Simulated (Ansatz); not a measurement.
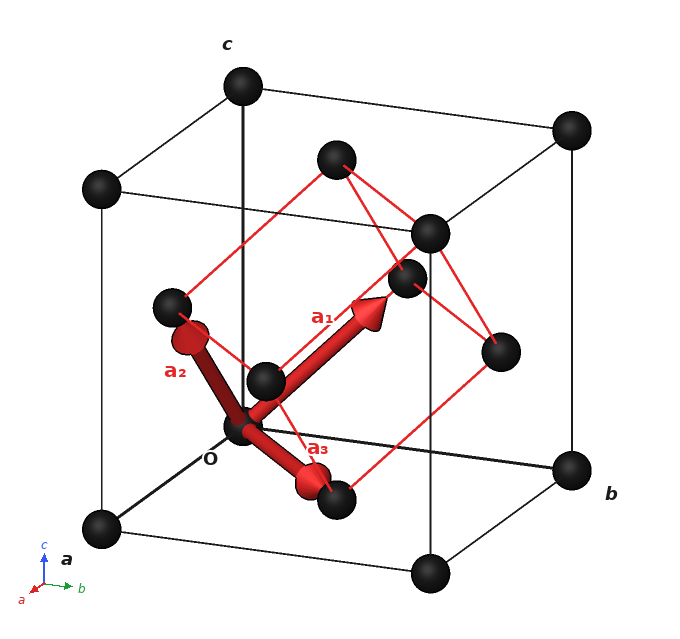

Crystal: BN, coordinates from a relaxation with DFT PBE, scalar-relativistic, plane waves, PAW in Ansatz. The conventional cell (thin) and a primitive cell (coloured, vectors a₁, a₂, a₃), with the lattice points alone. The drawing is computed from the coordinates (standard cell, symmetry found to 0.002 Å).

a = 3.625 Å, b = 3.625 Å, c = 3.625 Å, α = 90.00°, β = 90.00°, γ = 90.00°.

> What is the centring, and how are the primitive vectors built?

F, face-centred cubic, with lattice points at (0, 0, 0), (1/2, 1/2, 0), (1/2, 0, 1/2), (0, 1/2, 1/2). a₁ = 1/2 b + 1/2 c; a₂ = 1/2 a + 1/2 c; a₃ = 1/2 a + 1/2 b.

> Give the primitive cell's size and content.

Edges 2.563, 2.563, 2.563 Å; angles 60.00°, 60.00°, 60.00°; volume 11.91 Å³, 1/4 of the conventional cell; 2 of its 8 atoms.
